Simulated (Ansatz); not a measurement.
# C9O (slab): what the fields show

Input file:

```
crystal:
  lattice:
    - [7.3951485247, 0.0, 0.0]
    - [-3.6975742623, 6.4043864871, 0.0]
    - [0.0, 0.0, 19.2365100066]
  atoms:
    - { symbol: C, position: [0.5555555556, 0.4444444444, 0.4158758526] }
    - { symbol: C, position: [0.5555555556, 0.7777777778, 0.4158758526] }
    - { symbol: C, position: [0.5555555556, 0.1111111111, 0.4158758526] }
    - { symbol: C, position: [0.8888888889, 0.4444444444, 0.4158758526] }
    - { symbol: C, position: [0.8888888889, 0.7777777778, 0.4158758526] }
    - { symbol: C, position: [0.8888888889, 0.1111111111, 0.4158758526] }
    - { symbol: C, position: [0.2222222222, 0.4444444444, 0.4158758526] }
    - { symbol: C, position: [0.2222222222, 0.7777777778, 0.4158758526] }
    - { symbol: C, position: [0.2222222222, 0.1111111111, 0.4158758526] }
    - { symbol: C, position: [0.4444444444, 0.2222222222, 0.4159595479] }
    - { symbol: C, position: [0.4444444444, 0.5555555556, 0.4159595479] }
    - { symbol: C, position: [0.4444444444, 0.8888888889, 0.4159595479] }
    - { symbol: C, position: [0.7777777778, 0.2222222222, 0.4159595479] }
    - { symbol: C, position: [0.7777777778, 0.5555555556, 0.4159595479] }
    - { symbol: C, position: [0.7777777778, 0.8888888889, 0.4159595479] }
    - { symbol: C, position: [0.1111111111, 0.2222222222, 0.4159595479] }
    - { symbol: C, position: [0.1111111111, 0.5555555556, 0.4159595479] }
    - { symbol: C, position: [0.1111111111, 0.8888888889, 0.4159595479] }
    - { symbol: O, position: [0.0, 0.0, 0.5069323907], spin: 2.0 }
    - { symbol: O, position: [0.0, 0.0, 0.571128027] }
basis:
  ecutwfc: 420
kpoints:
  mp_grid: { grid: [3, 3, 1] }
hamiltonian:
  xc: pbe
  dispersion: d3bj
scf:
  occupations: { method: gaussian, width: 0.05 }
output:
  forces: true
  eigenvalues: true
  populations: true
  write_density: true
  write_potential: true
  elf: true
  volumetric_format: npy
magnetization:
  spin_polarized: true
relax:
  adjacent_minimum: "off"
  f_tol: 0.04
  max_steps: 100
  constraints: [{ sites: [0] }]
efield:
  axis: 3
  dipole_correction: true
  ramp_width: 0.04
```

Command:

```sh
ansatz run input.yaml --threads 2 --pin off --max-ram 5120MiB --backend cpu --events-out ev --progress --plain --runs-dir out
```

The fields are those of the relaxed geometry.

Spin-polarised.

The calculation used Ansatz 0.2.0, DFT PBE+D3(BJ), scalar-relativistic, plane waves, PAW.

Core electrons are frozen (PAW), and the valence fields are smoothed inside the atomic spheres.

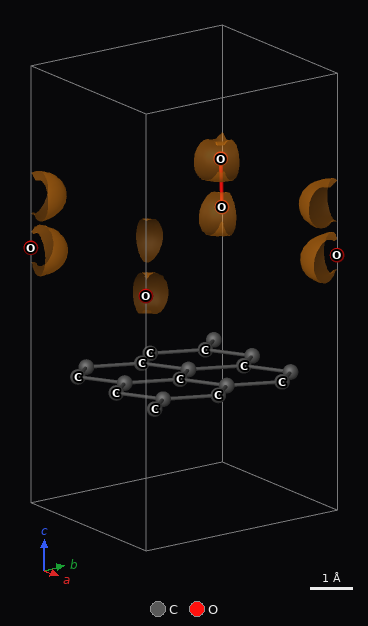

Figure 1. Isosurface of the spin density at +0.1 e/Å³ (orange), seen slightly off an axis. Sticks mark near contacts.

Where is the spin, and how is it ordered?

Answer. The spin density sits on O: +0.5 μB (×2) in one cell of 20 atoms: parallel main moments (a ferromagnetic arrangement) in this solution. The cell of the calculation (20 atoms) carries 1.8 μB of net spin moment.

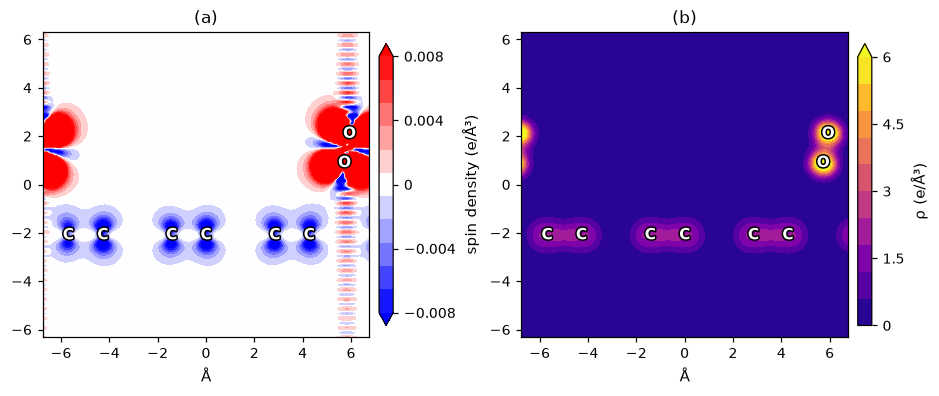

Figure 2. (a) magnetisation density (up minus down); (b) valence electron density on the (110) plane of the calculation cell, a cut from vacuum to vacuum.

Describe what can be read from this map.

Answer. Atoms in the plane: C and O. O–O (1.22 Å): ρ is about 3.5 e/Å³ halfway. C–C (1.42 Å): ρ is about 2 e/Å³ halfway. The density dies away to nearly zero in the vacuum.

Does the calculation give a band gap?

Answer. It is gapless in this calculation (a metal or semimetal).
